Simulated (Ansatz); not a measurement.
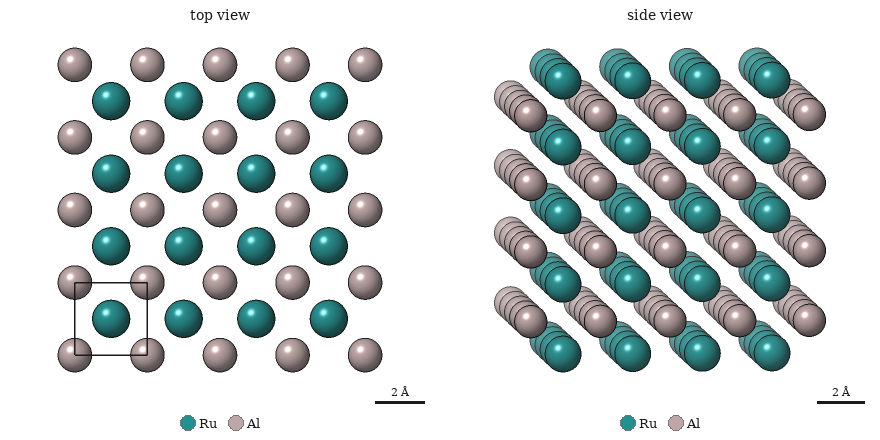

AlRu(100) (Pm-3m bulk, 9 atomic planes (those closer than 0.6 Å count as one), 12 Å, Ru-terminated, slab composition Ru5Al4), seen from above and from the side.

All numbers here come from DFT PBEsol, scalar-relativistic, plane waves, PAW in Ansatz 0.2.0. Cutoff 420 eV, 17 × 17 k-points, Gaussian smearing 0.1 eV, dipole correction. The slab is a cut without reconstruction beyond its cell, at the source's lattice constants, with its lower half held fixed and the rest relaxed. No spin polarisation. The run couldn't confirm all of its levels under its output density. The run warns that the functional's potential is rough in the thin density of the vacuum, where the tip is; weak contrasts and barriers may feel it.

Tersoff–Hamann simulation (s-wave tip); biases are sample biases. Bias windows are sharp sums over the levels of the k mesh.

Input file:

```yaml
crystal:
  lattice:
    - [2.9916, 0.0, 0.0]
    - [0.0, 2.9916, 0.0]
    - [0.0, 0.0, 31.9663998047]
  atoms:
    - { symbol: Ru, position: [0.5, 0.5, 0.3128284718] }
    - { symbol: Al, position: [0.0, 0.0, 0.3596213492] }
    - { symbol: Ru, position: [0.5, 0.5, 0.4064142359] }
    - { symbol: Al, position: [0.0, 0.0, 0.4532071133] }
    - { symbol: Ru, position: [0.5, 0.5, 0.4986147004] }
    - { symbol: Al, position: [0.0, 0.0, 0.5438590874] }
    - { symbol: Ru, position: [0.5, 0.5, 0.5907905664] }
    - { symbol: Al, position: [0.0, 0.0, 0.6361639955] }
    - { symbol: Ru, position: [0.5, 0.5, 0.6793567118] }
basis:
  ecutwfc: 420
  fft_grid_basis: typed
kpoints:
  mp_grid: { grid: [17, 17, 1] }
hamiltonian:
  xc: pbesol
scf:
  occupations: { method: gaussian, width: 0.1 }
output:
  forces: true
  eigenvalues: true
  band_densities:
    - { e_range: [-2.0, -1.0] }
    - { e_range: [-1.0, -0.5] }
    - { e_range: [-0.5, -0.25] }
    - { e_range: [-0.25, 0.0] }
    - { e_range: [0.0, 0.25] }
    - { e_range: [0.25, 0.5] }
    - { e_range: [0.5, 1.0] }
    - { e_range: [1.0, 1.5] }
  band_residual_tolerance: 1.0e-05
  write_potential: true
  elf: true
  write_density: true
  volumetric_format: npy
efield:
  axis: 3
  dipole_correction: true
  ramp_width: 0.04
checkpoint:
  read: start.run
  write: ck
  compress: false
  write_wavefunctions: false
  write_every: 100000
```

Run with:

```sh
ansatz run input.yaml --threads 1 --pin off --max-ram 2211MiB --backend cpu --events-out ev --progress --plain --runs-dir out
```

Cost without the relaxation before it: 4.2 min on 1 thread of Arm Neoverse N1, on a shared host, peak memory 0.76 GiB.

Predict the constant-current image at a set point of 3.9 × 10⁻⁴ e/Å³ at −1.00 V.

The brightest spots lie over points 1.5 Å to the side of the top Ru atoms; the darkest points are over the top Ru atoms. The corrugation is 6 pm at a mean tip height of 3.0 Å. So weak a contrast (6 pm) depends on the k-mesh and on the tip.

What does a constant-current image at a set point of 1.4 × 10⁻⁴ e/Å³ show at +0.25 V?

The brightest spots lie over the top Ru atoms; the darkest points are over the Al atoms 1.4 Å below the top plane. The corrugation is 9 pm at a mean tip height of 3.0 Å. So weak a contrast (9 pm) depends on the k-mesh and on the tip.

The computed images, with the atoms seen from above drawn over one corner (deeper ones smaller):

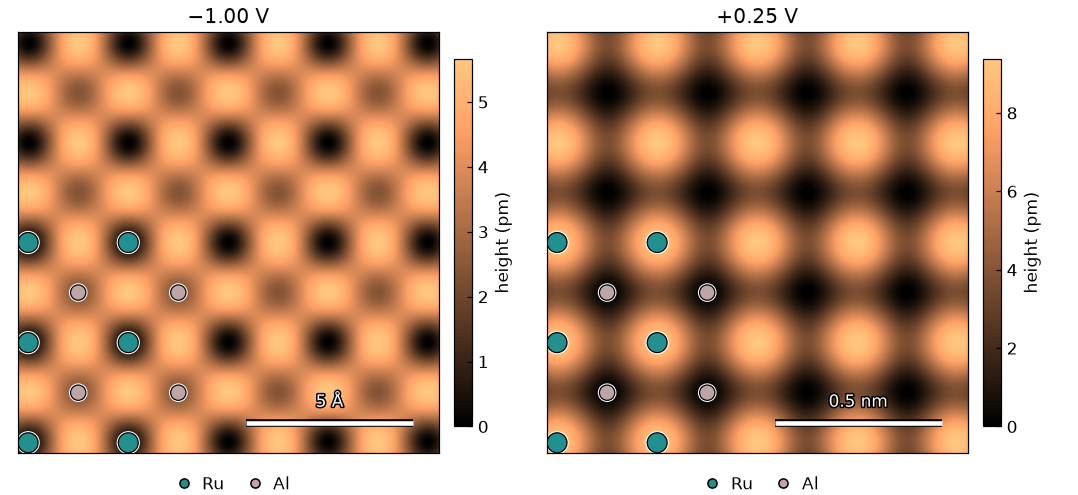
